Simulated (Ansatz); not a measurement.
## Photoemission of Si(111) with Li

Aim: core-level components, unfolded bands and work function of Si(111) with Li.

Calculated with Ansatz 0.2.0; DFT, PBE, plane-wave PAW, scalar-relativistic; PAW set soft_1.

## Step 1: The starting structure

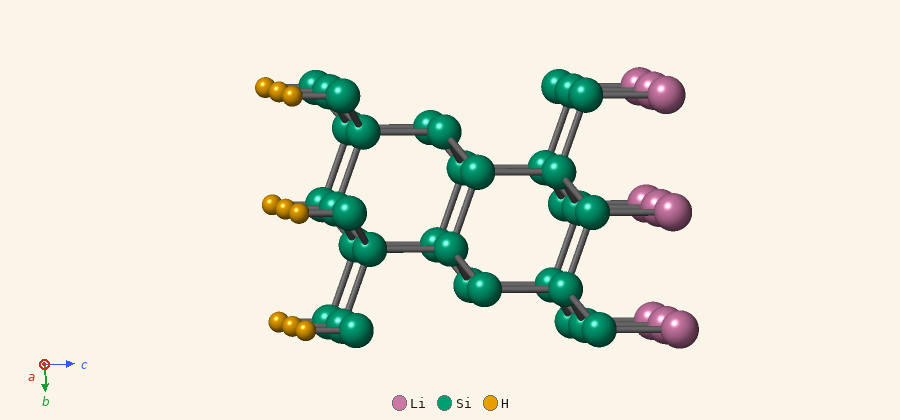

Start, viewed from the side, with the c axis across the page; lithium pink, silicon teal, hydrogen orange. Some periodic images of atoms are drawn too.

The cell holds 32 atoms: 4 Li, 24 Si and 4 H. Cell: a = 7.679 Å, b = 7.679 Å, c = 24.854 Å, α = 90.0°, β = 90.0°, γ = 60.0°. It derives from Si. How the cell was made: terminated face; group: Li; share of top atoms: 1; rest: H; oxygen in back bonds: 0; lower face: H. Regions: ad, 4 atoms (4 Li); L1, 4 atoms (4 Si); L2, 4 atoms (4 Si); L3, 4 atoms (4 Si); mid, 4 atoms (4 Si); rest, 12 atoms (8 Si and 4 H). Vacuum lies along c.

## Step 2: Relaxation

The cut or typed positions aren't at rest, and spectra shift with geometry, so the relaxation comes first. 12 atoms are held to stand for the bulk. A dipole correction cancels the field between unlike faces.

Contents of input.yaml:

```yaml
crystal:
  lattice:
    - [7.6791796437, 0.0, 0.0]
    - [3.8395898218, 6.6503646517, 0.0]
    - [0.0, 0.0, 24.8537769138]
  atoms:
    - { symbol: Li, position: [0.0, 0.0, 0.718352666] }
    - { symbol: Li, position: [0.5, 0.0, 0.718352666] }
    - { symbol: Li, position: [0.0, 0.5, 0.718352666] }
    - { symbol: Li, position: [0.5, 0.5, 0.718352666] }
    - { symbol: Si, position: [0.0, 0.0, 0.624201986] }
    - { symbol: Si, position: [0.5, 0.0, 0.624201986] }
    - { symbol: Si, position: [0.0, 0.5, 0.624201986] }
    - { symbol: Si, position: [0.5, 0.5, 0.624201986] }
    - { symbol: Si, position: [0.833333333, 0.333333333, 0.592667423] }
    - { symbol: Si, position: [0.333333333, 0.333333333, 0.592667423] }
    - { symbol: Si, position: [0.833333333, 0.833333333, 0.592667423] }
    - { symbol: Si, position: [0.333333333, 0.833333333, 0.592667423] }
    - { symbol: Si, position: [0.833333333, 0.333333333, 0.498063735] }
    - { symbol: Si, position: [0.333333333, 0.333333333, 0.498063735] }
    - { symbol: Si, position: [0.833333333, 0.833333333, 0.498063735] }
    - { symbol: Si, position: [0.333333333, 0.833333333, 0.498063735] }
    - { symbol: Si, position: [0.166666667, 0.166666667, 0.466529172] }
    - { symbol: Si, position: [0.666666667, 0.166666667, 0.466529172] }
    - { symbol: Si, position: [0.166666667, 0.666666667, 0.466529172] }
    - { symbol: Si, position: [0.666666667, 0.666666667, 0.466529172] }
    - { symbol: Si, position: [0.166666667, 0.166666667, 0.371925483] }
    - { symbol: Si, position: [0.666666667, 0.166666667, 0.371925483] }
    - { symbol: Si, position: [0.166666667, 0.666666667, 0.371925483] }
    - { symbol: Si, position: [0.666666667, 0.666666667, 0.371925483] }
    - { symbol: Si, position: [0.0, 0.0, 0.34039092] }
    - { symbol: Si, position: [0.5, 0.0, 0.34039092] }
    - { symbol: Si, position: [0.0, 0.5, 0.34039092] }
    - { symbol: Si, position: [0.5, 0.5, 0.34039092] }
    - { symbol: H, position: [0.0, 0.0, 0.281647334] }
    - { symbol: H, position: [0.5, 0.0, 0.281647334] }
    - { symbol: H, position: [0.0, 0.5, 0.281647334] }
    - { symbol: H, position: [0.5, 0.5, 0.281647334] }
kpoints:
  mp_grid: { grid: [3, 3, 1] }
scf:
  occupations: { method: fermi_dirac, width: 0.02 }
  n_extra_bands: 23
hamiltonian:
  xc: pbe
  pseudopotentials: { kind: paw, azcp: { folder: soft_1 } }
output:
  forces: true
  write_potential: true
  volumetric_format: []
efield:
  axis: 3
  dipole_correction: true
relax:
  f_tol: 0.03
  max_steps: 70
  constraints: [{ sites: [20, 21, 22, 23, 24, 25, 26, 27, 28, 29, 30, 31] }]
```

Command:

```
ansatz run input.yaml --threads 4 --pin off --max-ram 11264MiB --backend cpu --events-out ev --progress --plain --runs-dir out
```

Numbers of over 12 decimals in the logs are rounded to 6 here.

Log:

```text
scf.n_extra_bands = 23 over 56 filled bands (N_el = 112.0): the run solves 79 bands
Engine: ansatz 0.2.0, aarch64-unknown-linux-gnu
Pseudopotentials: kind: paw
Pseudopotential: Li, paw, valence charge 3, recommended cutoff 420 eV (normal), soft_1/Li.paw.azcp
Pseudopotential: Si, paw, valence charge 4, recommended cutoff 420 eV (normal), soft_1/Si.paw.azcp
Pseudopotential: H, paw, valence charge 1, recommended cutoff 420 eV (normal), soft_1/H.paw.azcp
Functional definition: PBE
  parameter kappa = 0.804
  parameter beta = 0.066725
  exchange = pbe_x(kappa = kappa, mu = beta*pi^2/3)
  correlation = pbe_c(beta = beta)
Crystal: 32 atoms, lattice volume = 1269.266 Å³
Basis set: ecut = 420 eV, 24761 PW (Γ), exchange–correlation on 108×108×360 points (8 copies of the dense FFT grid, shifted against one another)
Bands: 79, of which v1, the nominal top of the filled ones, is band 56 counted from 1 (55 counted from 0)
Symmetry: 24 space group operations
Space group: P3m1 (ITA 156), of the structure as read, at distance tolerance 1.1e-4 Å
k-points: 3 of 9 (time reversal used)
Non-local potential: Li, projectors of the file, l = 0: 3, l = 1: 2, l = 2: 1
Non-local potential: Si, projectors of the file, l = 0: 2, l = 1: 2, l = 2: 1
Non-local potential: H, projectors of the file, l = 0: 2, l = 1: 1
PAW form: soft (Blöchl's): semilocal exchange-correlation on the pseudo side does not see the compensation charge
PAW one-centre angular grid: Li, 110 points (default); XC on 96 Gauss nodes
PAW one-centre angular grid: Si, 110 points (default); XC on 64 Gauss nodes
PAW one-centre angular grid: H, 110 points (default); XC on 64 Gauss nodes
Initial density: superposition of atomic densities (neutral atoms: chi_scale 0, normalization atom)
Initial wavefunctions: pseudopotential atomic-orbital guess
Functional: x = pbe(κ = 0.804, μ = 0.219515), c = pbe(β = 0.066725)
SCF iter   1: F=—  HF=-16145.508873 eV  |F-HF|=—  |Δ(HF+E_count)|=         —  Δρ=3.54e-2  dr2=3.27e1  ethr=3.10e-3  p=0.000 e·Å  D=5.89e-7 V/Å  ΔV_dip=-0.00 eV  dr2_dipole=5.07e0  V_vac-E_F(+/−)=6.36/6.36 eV  ⟨swp⟩=11.0  Hψ=1558  notcnv=0  defer=10
efield: sawtooth ramp at fractional position 0.9500 (placed from the atoms, in the widest stretch of the axis that holds none; the zero of the levels goes with the place), width 0.1000; the density the first Hamiltonian is built on has a dipole p = 0.000 e·Å; the dipole correction subtracts the counter field D = 5.89e-7 V/Å, which shifts the + side's vacuum level by -0.00 eV against the − side's; the planar-averaged density in the ramp window peaks in size at 4.4e-5 e/Å³
preconditioner: auto → Resta (q_TF=auto, 1.820 Å⁻¹)  ε∞=2.9  [insulator: Δε(μ)=1.423 eV  Ē_g=7.761 eV  σ=0.020 eV  W_gap=1.00  n_scr=134 (ndim 8)  ℏωp=10.6 eV  f_vac=0.420  D(μ)=0.00/eV (n_scr^D=0)  ε∞_Penn≈2.9  vacuum switching on, ρ_ref=4.4e-3 e/Å³]
SCF iter   2: F=—  HF=-16144.587339 eV  |F-HF|=—  |Δ(HF+E_count)|=   9.22e-1  Δρ=2.06e-2  dr2=2.84e2  ethr=3.10e-3  p=1.991 e·Å  D=2.84e-1 V/Å  ΔV_dip=-7.06 eV  dr2_dipole=2.14e2  V_vac-E_F(+/−)=0.74/7.80 eV  ⟨swp⟩=7.0  Hψ=916  notcnv=0  defer=53  recentre
preconditioner: auto → LDOS  [metal: Δε(μ)=0.010 eV  Ē_g=7.059 eV  σ=0.020 eV  W_gap=0.13  n_scr=134 (ndim 8)  ℏωp=10.6 eV  f_vac=0.442  D(μ)=30.26/eV (n_scr^D=214)  β→1.0]
SCF iter   3: F=—  HF=-16142.639059 eV  |F-HF|=—  |Δ(HF+E_count)|=    1.95e0  Δρ=2.66e-2  dr2=2.39e1  ethr=3.10e-3  p=0.027 e·Å  D=3.79e-3 V/Å  ΔV_dip=-0.09 eV  dr2_dipole=4.64e0  V_vac-E_F(+/−)=5.63/5.73 eV  ⟨swp⟩=8.3  Hψ=701  notcnv=0  defer=27
SCF iter   4: F=—  HF=-16139.639614 eV  |F-HF|=—  |Δ(HF+E_count)|=    3.00e0  Δρ=1.85e-2  dr2=1.73e1  ethr=3.10e-3  p=0.080 e·Å  D=1.14e-2 V/Å  ΔV_dip=-0.28 eV  dr2_dipole=9.67e0  V_vac-E_F(+/−)=3.89/4.17 eV  ⟨swp⟩=5.0  Hψ=488  notcnv=0  defer=50
SCF iter   5: F=—  HF=-16137.293528 eV  |F-HF|=—  |Δ(HF+E_count)|=    2.35e0  Δρ=4.06e-3  dr2=2.15e0  ethr=3.10e-3  p=0.510 e·Å  D=7.26e-2 V/Å  ΔV_dip=-1.81 eV  dr2_dipole=2.19e-2  V_vac-E_F(+/−)=2.28/4.09 eV  ⟨swp⟩=4.3  Hψ=438  notcnv=1  defer=51
SCF iter   6: F=—  HF=-16137.094854 eV  |F-HF|=—  |Δ(HF+E_count)|=   1.99e-1  Δρ=2.06e-3  dr2=4.90e-1  ethr=1.92e-3  p=0.460 e·Å  D=6.56e-2 V/Å  ΔV_dip=-1.63 eV  dr2_dipole=2.59e-1  V_vac-E_F(+/−)=2.84/4.47 eV  ⟨swp⟩=5.7  Hψ=348  notcnv=0  defer=44
SCF iter   7: F=—  HF=-16137.081878 eV  |F-HF|=—  |Δ(HF+E_count)|=   1.30e-2  Δρ=7.48e-4  dr2=8.10e-2  ethr=4.37e-4  p=0.526 e·Å  D=7.49e-2 V/Å  ΔV_dip=-1.86 eV  dr2_dipole=1.51e-2  V_vac-E_F(+/−)=2.52/4.38 eV  ⟨swp⟩=5.0  Hψ=336  notcnv=0  defer=45
SCF iter   8: F=—  HF=-16137.072635 eV  |F-HF|=—  |Δ(HF+E_count)|=   9.24e-3  Δρ=3.62e-4  dr2=2.05e-2  ethr=7.23e-5  p=0.571 e·Å  D=8.14e-2 V/Å  ΔV_dip=-2.02 eV  dr2_dipole=3.39e-4  V_vac-E_F(+/−)=2.52/4.54 eV  ⟨swp⟩=5.3  Hψ=375  notcnv=0  defer=45
SCF iter   9: F=—  HF=-16137.070310 eV  |F-HF|=—  |Δ(HF+E_count)|=   2.32e-3  Δρ=1.38e-4  dr2=1.33e-3  ethr=1.83e-5  p=0.562 e·Å  D=8.01e-2 V/Å  ΔV_dip=-1.99 eV  dr2_dipole=4.07e-8  V_vac-E_F(+/−)=2.56/4.55 eV  ⟨swp⟩=2.7  Hψ=270  notcnv=0  defer=45
SCF iter  10: F=—  HF=-16137.070363 eV  |F-HF|=—  |Δ(HF+E_count)|=   5.34e-5  Δρ=5.28e-5  dr2=9.67e-5  ethr=1.19e-6  p=0.561 e·Å  D=8.00e-2 V/Å  ΔV_dip=-1.99 eV  dr2_dipole=3.38e-5  V_vac-E_F(+/−)=2.58/4.57 eV  ⟨swp⟩=2.7  Hψ=353  notcnv=0  defer=45
SCF iter  11: F=—  HF=-16137.070365 eV  |F-HF|=—  |Δ(HF+E_count)|=   1.24e-6  Δρ=1.74e-5  dr2=9.70e-5  ethr=8.63e-8  p=0.560 e·Å  D=7.99e-2 V/Å  ΔV_dip=-1.98 eV  dr2_dipole=4.86e-5  V_vac-E_F(+/−)=2.58/4.56 eV  ⟨swp⟩=2.0  Hψ=331  notcnv=0  defer=45
SCF iter  12: F=-16137.070361 eV  HF=-16137.070363 eV  |F-HF|=2.02e-6  |Δ(HF+E_count)|=   1.63e-6  Δρ=8.78e-6  dr2=3.81e-6  ethr=2.01e-8  p=0.558 e·Å  D=7.96e-2 V/Å  ΔV_dip=-1.98 eV  dr2_dipole=6.10e-7  V_vac-E_F(+/−)=2.58/4.56 eV  ⟨swp⟩=12.7  Hψ=1993  notcnv=0
WARN: efield: at this solve's end the planar-averaged density reaches 5.22e-5 e/Å³ inside the ramp window [0.9098, 0.0902] (bound 1e-5 e/Å³); the window's nearer edge stands 4.76 Å from this solve's nearest atom along the axis. Its work functions, free energy, forces, stress, dipole, levels and responses can be off, and this figure does not tell by how much. A short vacuum, a low `basis.ecutwfc` or `basis.ecutrho_ratio` and negative occupations (`scf.occupations.method`) can put density there. See the manual's quickstart, § The vacuum guard
SCF 1 converged in 12 iterations: F = -16137.070361 eV  dr2 = 3.81e-6
[...]
SCF iter   6: F=-16137.340959 eV  HF=-16137.340959 eV  |F-HF|=1.55e-8  |Δ(HF+E_count)|=   1.87e-7  Δρ=9.64e-7  dr2=3.26e-8  ethr=8.93e-11  p=0.542 e·Å  D=7.73e-2 V/Å  ΔV_dip=-1.92 eV  dr2_dipole=4.33e-9  V_vac-E_F(+/−)=2.63/4.56 eV  ⟨swp⟩=11.0  Hψ=1659  notcnv=0
WARN: efield: at this solve's end the planar-averaged density reaches 6.76e-5 e/Å³ inside the ramp window [0.9098, 0.0902] (bound 1e-5 e/Å³); the window's nearer edge stands 4.55 Å from this solve's nearest atom along the axis. Its work functions, free energy, forces, stress, dipole, levels and responses can be off, and this figure does not tell by how much. A short vacuum, a low `basis.ecutwfc` or `basis.ecutrho_ratio` and negative occupations (`scf.occupations.method`) can put density there. See the manual's quickstart, § The vacuum guard
SCF 5 converged in 6 iterations: F = -16137.340959 eV  dr2 = 3.26e-8
relax step   5: F+E_penalty+E_count = -16137.34095889 eV  Δ(F+E_penalty+E_count) = -8.586e-4 eV  max|allowed force component| = 6.590e-3 eV/Å  Δτ_max = 0.0096 Å  (6 SCF iters, accepted)
NSCF: frozen V_eff on 3 k-points
the band table was solved once a step of the walk had ended and its energy, with any forces and stress, was formed, with the checks that follow a solve (1677 applications of the Hamiltonian). They found nothing against the state; the energy, forces and stress were not computed again (output.eigenvalues in the input reference)
WARN: The output density's exchange-correlation potential varies sharply where the density is thin. Do not read a vacuum level from v_tot or v_xc, or from such a field of the output density. On a cell that repeats whose density bears no net charge and no dipole along the vacuum's axis use v_es (v_loc + v_h of the components); under efield.dipole_correction with no amplitude use v_es + v_field, which holds any externa [...]
SCF converged after 6 iterations
Free energy (F): -16137.340959 eV
Harris-Foulkes:  -16137.340959 eV  (|F-HF|=1.55e-8)
Internal energy: -16137.335495 eV  (E = F + TS)
E sigma→0 (E₀):  -16137.338227 eV
Entropy (-TS):   -0.005464 eV (-0.171 meV/atom)
Fermi energy:    0.451980 eV
Dipole field:    D = 0.077361 V/Å  (p = 0.542639 e·Å, saw-weighted, corrected)
Work function:   Φ+ = 2.6326 eV   Φ− = 4.5566 eV
Levels:          The Fermi level and band energies are counted from a zero that moves with the ramp; work functions are not
Vacuum region:   at the solve's end the planar-averaged density reaches 6.76e-5 e/Å³ inside the ramp window [0.9098, 0.0902] (bound 1e-5 e/Å³)
--- Per-component energies (eV) ---
  E_band       = -823.291796
  E_kinetic    = 1083.320330
  E_local      = -28830.102501  (includes V_loc(G=0)·N_el)
  E_nonlocal   = 470.349404
  E_hartree    = 13894.001258
  E_xc         = -1416.366512
  E_vxc        = -1224.550034  (∫ρ·V_xc dr)
  E_paw        = -12375.880499  (= ΣΔE_a)
  E_vpaw       = -109.938500  (= ΣTr[D̂ρ^β])
  E_aug_tail   = -0.002086  (compensation charges beyond the density's cutoff)
  E_efield     = 0.020989  (sawtooth field / dipole correction)
  E_vefield    = -0.352769  (∫n·V_field dr)
  E_ewald      = 11037.324122
  E_smearing   = -0.005464  (= −TS)
  E_closure    = 0.000000  (closes the sum)
  Σ components = -16137.340959   (vs F -16137.340959, Δ=0.00e0)
--- Forces (eV/Å), atoms counted from 1 ---
  atom   1  Li    -0.00000000     0.00000000     0.00057065
  atom   2  Li    -0.00000000    -0.00000000     0.00057065
  atom   3  Li    -0.00000000    -0.00000000     0.00057065
  atom   4  Li    -0.00000000    -0.00000000     0.00057065
  atom   5  Si    -0.00000000    -0.00000000    -0.00075841
  atom   6  Si    -0.00000000    -0.00000000    -0.00075841
  atom   7  Si    -0.00000000    -0.00000000    -0.00075841
  atom   8  Si    -0.00000000    -0.00000000    -0.00075841
  atom   9  Si     0.00000000     0.00000000    -0.00033512
  atom  10  Si     0.00000000     0.00000000    -0.00033512
  atom  11  Si     0.00000000     0.00000000    -0.00033512
  atom  12  Si     0.00000000     0.00000000    -0.00033512
  atom  13  Si    -0.00000000    -0.00000000    -0.00659022
  atom  14  Si    -0.00000000    -0.00000000    -0.00659022
  atom  15  Si    -0.00000000    -0.00000000    -0.00659022
  atom  16  Si    -0.00000000    -0.00000000    -0.00659022
  atom  17  Si     0.00000000     0.00000000     0.00637268
  atom  18  Si     0.00000000     0.00000000     0.00637268
  atom  19  Si     0.00000000     0.00000000     0.00637268
  atom  20  Si     0.00000000     0.00000000     0.00637268
  atom  21  Si    -0.00000000    -0.00000000    -0.08177695
  atom  22  Si    -0.00000000    -0.00000000    -0.08177695
  atom  23  Si    -0.00000000    -0.00000000    -0.08177695
  atom  24  Si    -0.00000000    -0.00000000    -0.08177695
  atom  25  Si     0.00000000     0.00000000     0.85735520
  atom  26  Si     0.00000000     0.00000000     0.85735520
  atom  27  Si     0.00000000     0.00000000     0.85735520
  atom  28  Si     0.00000000     0.00000000     0.85735520
  atom  29  H     -0.00000000    -0.00000000    -0.77489850
  atom  30  H     -0.00000000    -0.00000000    -0.77489850
  atom  31  H     -0.00000000    -0.00000000    -0.77489850
  atom  32  H     -0.00000000    -0.00000000    -0.77489850
  max |Σ_I F_I| component: 2.43e-4 eV/Å
--- Band table (eV) ---
  k-point 0: bands = [... 52 lower, -0.0242, -0.0242, 0.4049, 0.4049, 0.4898, 1.2043, 1.2043, 1.2043, ... 19 higher]
  k-point 1: bands = [... 52 lower, -0.3114, -0.2092, -0.2092, 0.0011, 0.5509, 0.7805, 1.2900, 1.2900, ... 19 higher]
  k-point 2: bands = [... 52 lower, -0.2888, -0.2096, -0.2096, -0.2096, 0.7587, 0.7587, 0.7587, 2.0927, ... 19 higher]
--- Relaxed structure (5 steps of the walk, 5 accepted, 0 SCFs on fresh bases) ---
  F+E_penalty+E_count = -16137.34095889 eV   max|allowed force component| = 6.590e-3 eV/Å
  atoms:
    - { symbol: Li, position: [0, 2.0085972527544157e-18, 0.726738] }
    - { symbol: Li, position: [0.5, 2.008597252767899e-18, 0.726738] }
    - { symbol: Li, position: [2.7755575615628914e-17, 0.500000, 0.726738] }
    - { symbol: Li, position: [0.5, 0.500000, 0.726738] }
    - { symbol: Si, position: [0, 1.4232428735581405e-19, 0.624796] }
    - { symbol: Si, position: [0.500000, 1.4232428745232907e-19, 0.624796] }
    - { symbol: Si, position: [2.7755575615628914e-17, 0.500000, 0.624796] }
    - { symbol: Si, position: [0.5, 0.500000, 0.624796] }
    - { symbol: Si, position: [0.833333, 0.333333, 0.594524] }
    - { symbol: Si, position: [0.333333, 0.333333, 0.594524] }
    - { symbol: Si, position: [0.833333, 0.833333, 0.594524] }
    - { symbol: Si, position: [0.333333, 0.833333, 0.594524] }
    - { symbol: Si, position: [0.833333, 0.333333, 0.498717] }
    - { symbol: Si, position: [0.333333, 0.333333, 0.498717] }
    - { symbol: Si, position: [0.833333, 0.833333, 0.498717] }
    - { symbol: Si, position: [0.333333, 0.833333, 0.498717] }
    - { symbol: Si, position: [0.166667, 0.166667, 0.467013] }
    - { symbol: Si, position: [0.666667, 0.166667, 0.467013] }
    - { symbol: Si, position: [0.166667, 0.666667, 0.467013] }
    - { symbol: Si, position: [0.666667, 0.666667, 0.467013] }
    - { symbol: Si, position: [0.166667, 0.166667, 0.371925483] }
    - { symbol: Si, position: [0.666667, 0.166667, 0.371925483] }
    - { symbol: Si, position: [0.166667, 0.666667, 0.371925483] }
    - { symbol: Si, position: [0.666667, 0.666667, 0.371925483] }
    - { symbol: Si, position: [0.0, 0.0, 0.34039092] }
    - { symbol: Si, position: [0.500000, 0.0, 0.34039092] }
    - { symbol: Si, position: [2.7755575615628914e-17, 0.500000, 0.34039092] }
    - { symbol: Si, position: [0.5, 0.500000, 0.34039092] }
    - { symbol: H, position: [0.0, 0.0, 0.281647334] }
    - { symbol: H, position: [0.500000, 0.0, 0.281647334] }
    - { symbol: H, position: [2.7755575615628914e-17, 0.500000, 0.281647334] }
    - { symbol: H, position: [0.5, 0.500000, 0.281647334] }
```

The job ended after 46 s (4 threads of Arm Neoverse V1, shared host; peak memory 1.8 GiB).

Relaxation path:

```tsv
step	energy less that of the first step (eV)	largest force component (eV/Å)
1	0.0000	0.7596
2	-0.2563	0.1745
3	-0.2696	0.0466
4	-0.2697	0.0526
5	-0.2706	0.0066
```

Forces are held to the 24 operations that the run works with; a distortion that breaks them can't arise in this run.

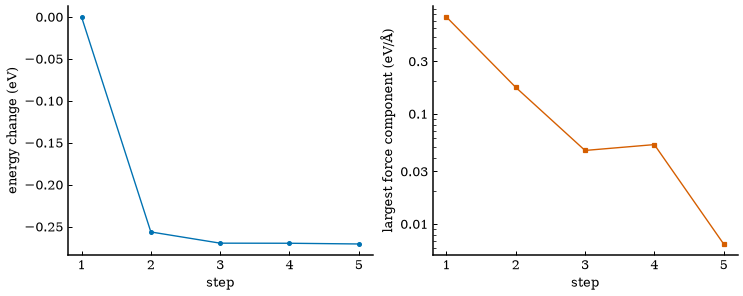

Energy and largest force along the relaxation.

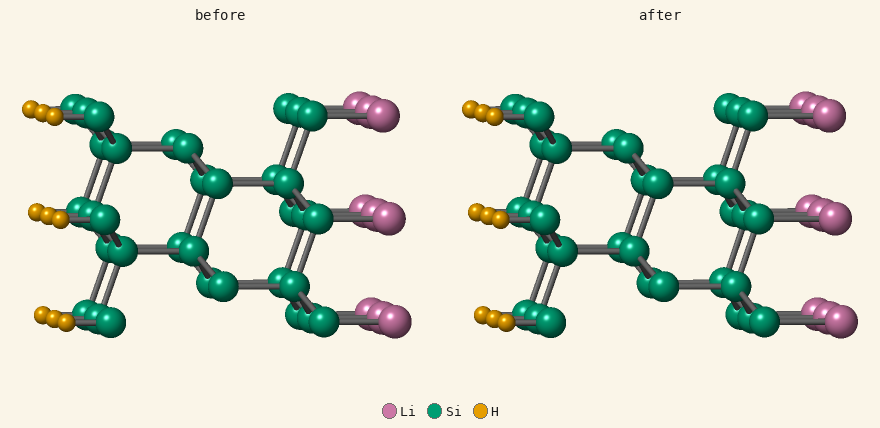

Before and after, at one scale.

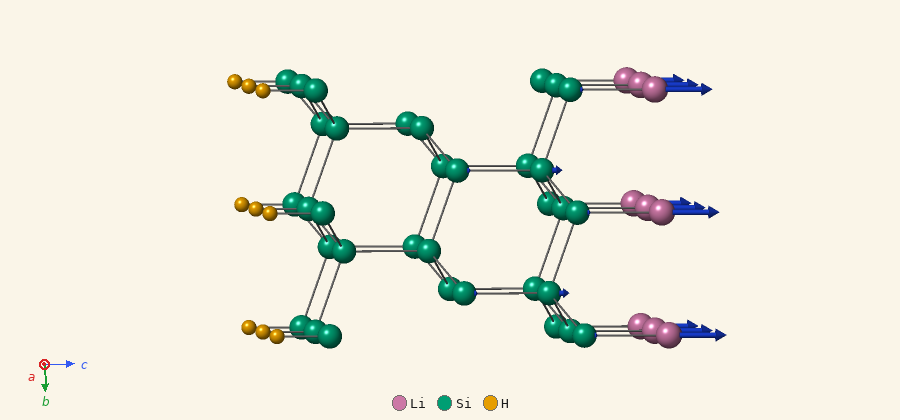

Displacements in the relaxation, exaggerated; the longest in the cell stands for 0.21 Å. Some periodic images of atoms are drawn too.

The atoms that moved most (Å):

```tsv
atom	dx	dy	dz	length
Li1	0.000	0.000	0.208	0.208
Li2	0.000	0.000	0.208	0.208
Li3	0.000	0.000	0.208	0.208
Li4	0.000	0.000	0.208	0.208
Si12	0.000	0.000	0.046	0.046
Si11	0.000	0.000	0.046	0.046
Si10	0.000	0.000	0.046	0.046
Si9	0.000	0.000	0.046	0.046
```

This step gave:

```yaml
free_energy: -16137.3410 eV
energy_at_zero_smearing: -16137.3382 eV
smearing_term_ts: 0.005464 eV
fermi_energy: 0.4520 eV
symmetry_operations: 24
gap_on_the_k_mesh: 0.08495 eV
ionisation_potential_upper_face: 2.681 eV
upper_vacuum_level_less_the_lowest_empty_level_kohn_sham_affinity: 2.596 eV
ionisation_potential_lower_face: 4.603 eV
```

The relaxation ends 8.5 meV an atom lower, with a largest force component of 0.0066 eV/Å on the free atoms.

(Part 1 of 3 ends here.)

[Logs are printed without paths, hosts, clocks, repeated set-up lines and the standing remarks that a program may print on its own settings, such as how far it seeks lower states.]

[Hosts, paths, dates, database ids (printed as entryN), source tags and the programs' standing remarks are cut or masked in the printed files.]

[Maps of the electrostatic potential energy from Ansatz leave out the sawtooth potential of an applied field or a dipole correction, so their vacuum need not be flat; work functions include it.]
